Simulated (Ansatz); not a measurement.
Start from this file.

```cif
data_structure
_symmetry_space_group_name_H-M 'P 1'
_symmetry_Int_Tables_number 1
_cell_length_a 5.5900
_cell_length_b 5.5900
_cell_length_c 5.5900
_cell_angle_alpha 90.000
_cell_angle_beta 90.000
_cell_angle_gamma 90.000
_cell_volume 174.68
loop_
_atom_site_label
_atom_site_type_symbol
_atom_site_fract_x
_atom_site_fract_y
_atom_site_fract_z
_atom_site_occupancy
Mn1 Mn 0.00000 0.00000 0.00000 1
Sb1 Sb 0.50000 0.00000 0.00000 1
Mn2 Mn 0.00000 0.50000 0.50000 1
Sb2 Sb 0.50000 0.50000 0.50000 1
Mn3 Mn 0.50000 0.00000 0.50000 1
Sb3 Sb 0.00000 0.00000 0.50000 1
Mn4 Mn 0.50000 0.50000 0.00000 1
Sb4 Sb 0.00000 0.50000 0.00000 1
```

Describe what this structure looks like.

Answer. The structure is one of MnSb. Space group: Fm-3m (No. 225). Lattice: face-centred cubic. Among the common structure types it is rock salt (NaCl type). One cell contains 4 Mn, 4 Sb, 8 atoms in all. The neighbours of Mn are six Sb in an octahedral arrangement at 2.80 Å. The coordination shell of Sb holds six Mn in an octahedral arrangement at 2.80 Å. The bonds build a three-dimensional framework.

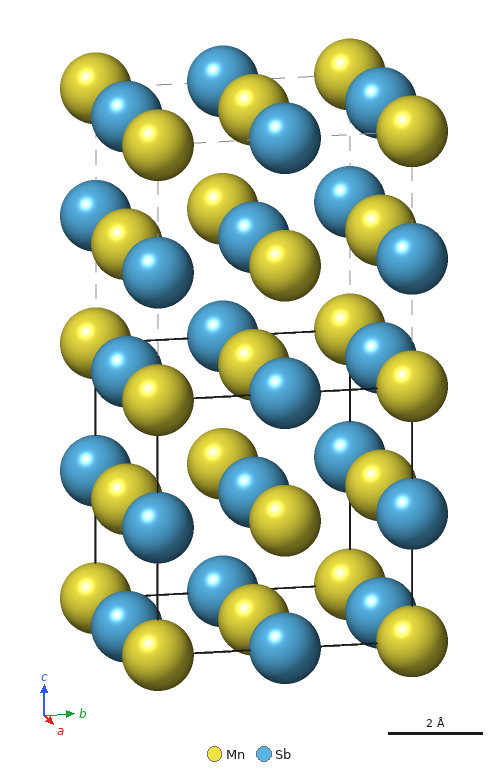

Structure drawing (spheres-only), viewed slightly off an axis. Solid lines give the conventional unit cell, repeated here 1×1×2 times. Colours: manganese yellow, antimony blue.

Origin of the cell: a structure listed in the Materials Project. Earlier steps of the study may have refined or changed the cell and positions. It was the input of a calculation with Ansatz.

At this level of theory the cell isn't at rest (stretched, at -7 GPa), so its distances can differ from those at equilibrium, the more so the softer the solid.
